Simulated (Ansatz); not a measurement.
```
CELL_PARAMETERS angstrom
5.43730 0.00000 0.00000
0.00000 5.43730 0.00000
0.00000 0.00000 5.43730
ATOMIC_POSITIONS crystal
Ce 0.00000 0.00000 0.00000
Ce 0.50000 0.50000 0.00000
Ce 0.50000 0.00000 0.50000
Ce 0.00000 0.50000 0.50000
O 0.25000 0.25000 0.25000
O 0.75000 0.75000 0.25000
O 0.75000 0.25000 0.75000
O 0.25000 0.75000 0.75000
O 0.75000 0.25000 0.25000
O 0.25000 0.75000 0.25000
O 0.25000 0.25000 0.75000
O 0.75000 0.75000 0.75000
```

Space group Fm-3m; a structure from a database of computed crystals, not necessarily the ambient phase; started from the database structure prototype, which need not be the ambient phase; computed pressure about −5 GPa in this cell; computed without spin polarisation.

Method: DFT, HSE06, plane waves, PAW in Ansatz.

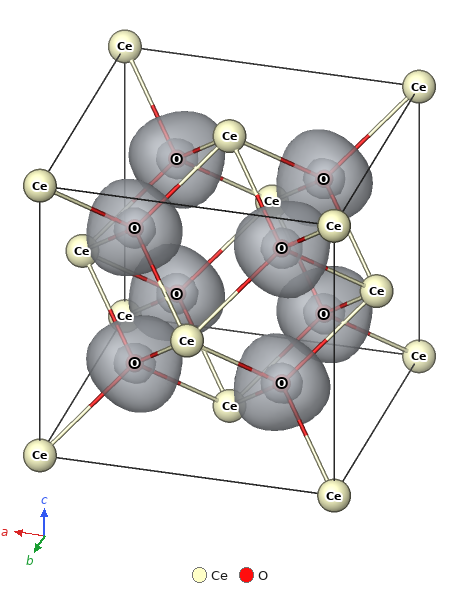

CeO₂. Isosurface of the electron localisation function at 0.7 (grey), seen at an oblique angle. Only the valence region is drawn (cores and ρ < 0.01 e/Å³ removed). Sticks mark near contacts.

> Where are the electrons localised?

The ELF exceeds this value in eight regions wrapped around O (the valence shell of each), counted in one cell of 12 atoms. Any copies at cell faces, edges or corners count once. Along the contacts the grid gives the following. Ce–O (2.35 Å): the ELF peaks at about 0.85 in the valence shell of O, 0.6 Å from its nucleus, and drops to about 0.20 between the two atoms (no localised pair shows between them).
